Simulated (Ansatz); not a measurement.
System: Ge₂Sb₂Te₅.

```
Ge Sb Te
1.0
     4.20246    0.00000    0.00000
    -2.10123    3.63944    0.00000
     0.00000    0.00000   17.09998
Ge Sb Te
2 2 5
Direct
  0.00000 0.00000 0.33809
  0.00000 0.00000 0.66191
  0.33333 0.66667 0.11674
  0.66667 0.33333 0.88326
  0.00000 0.00000 0.00000
  0.33333 0.66667 0.78107
  0.66667 0.33333 0.21893
  0.33333 0.66667 0.42071
  0.66667 0.33333 0.57929
```

Space group P-3m1; a structure from a database of computed crystals, not necessarily the ambient phase.

Computed with Ansatz 0.2.0, DFT PBEsol, scalar-relativistic, plane waves, PAW.

Question: What can the converged valence pseudo-density and electron localisation function tell about the bonding?

Answer: Ge–Te (2.81 Å): ρ is about 0.36 e/Å³ halfway; the ELF peaks at about 0.70 in the valence shell of Te, 1.3 Å from its nucleus, and is about 0.70 at the midpoint.
Sb–Te (2.99 Å): ρ at the midpoint is about 0.31 e/Å³; the ELF peaks at about 0.65 in the valence shell of Te, 1.3 Å from its nucleus, and is about 0.60 at the midpoint.
Sb–Te (3.14 Å): the density is about 0.24 e/Å³ at the midpoint; the ELF peaks at about 0.60 in the valence shell of Te, 1.3 Å from its nucleus, and is about 0.45 at the midpoint.
Ge–Te (3.17 Å): ρ is about 0.19 e/Å³ halfway; the ELF is about 0.35 at the midpoint.

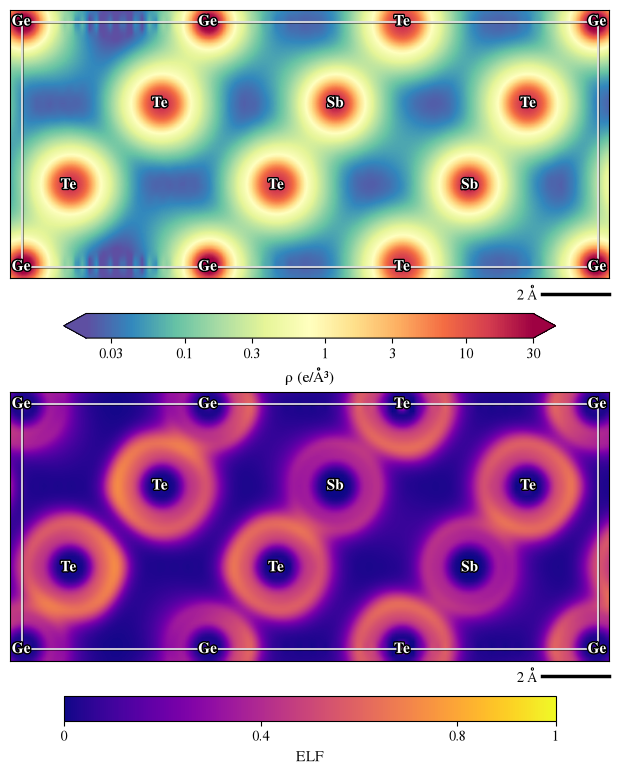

Computed valence pseudo-density and electron localisation function on the (110) plane of the conventional cell, in this order. 

The density is the valence pseudo-density of a PAW calculation; it isn't the true density close to the nuclei.
